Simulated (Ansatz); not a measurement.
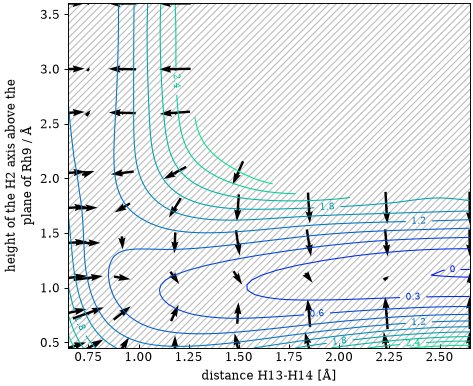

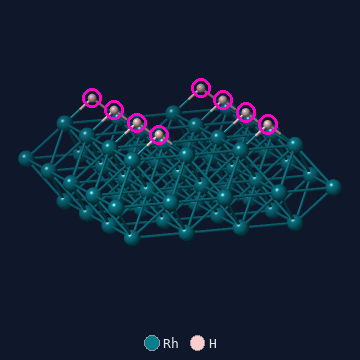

Energy landscape of H₂ on a Rh(100) slab cut from the Fm-3m phase, its upper half relaxed before the scan (12 atoms of substrate and one adsorbate in a 2 × 2 cell). H2 lies flat over one site of a rigid substrate while its bond length and height are varied; it sits over a hollow of the top layer over the deeper atom Rh8, heights counted from the top plane, its axis along the first surface vector. First axis: distance H13-H14. Second axis: height of the H2 axis above the plane of Rh9. The grid has 8 × 9 points. At 15 points there is no value (left out: too close to the surface, or the stretched molecule far from it). Points are written as (first, second). All energies are given in eV relative to the lowest grid point. Theory: Ansatz, DFT PBE, scalar-relativistic, plane waves, PAW. Settings: cutoff 420 eV, k-mesh 5×5×1, gaussian smearing 0.1 eV, no spin polarisation.

The picture shows contour lines labelled in eV, dots at the grid points, arrows along the force (downhill), their lengths compressed, hatched blanks where no value was computed. Between grid points the surface is interpolated. The second picture is the structure at the lowest point; rings mark the moved atoms.

Q: What does the map say about the system?

A: The lowest grid point is at (2.650 Å, 1.09 Å). It lies at the edge of the scanned range, so the true minimum may lie outside. The highest grid point, (2.650 Å, 0.45 Å), lies 2.90 eV above the lowest. On the interpolated surface the lowest path from the intact molecule far from the surface, (0.750 Å, 3.60 Å), to the stretched end of the scan, (2.650 Å, 1.09 Å), has its top at about (0.79 Å, 1.91 Å), about 0.17 eV above the start and 1.1 eV above the end.

Each point was launched as `ansatz run input.yaml --threads 4 --pin off --max-ram 12288MiB --backend cpu --events-out ev --progress --plain --runs-dir out`. Time for the 57 points that were run: 14 min on 4 threads of Intel(R) Xeon(R) Platinum 8488C (Sapphire Rapids), on a shared host.
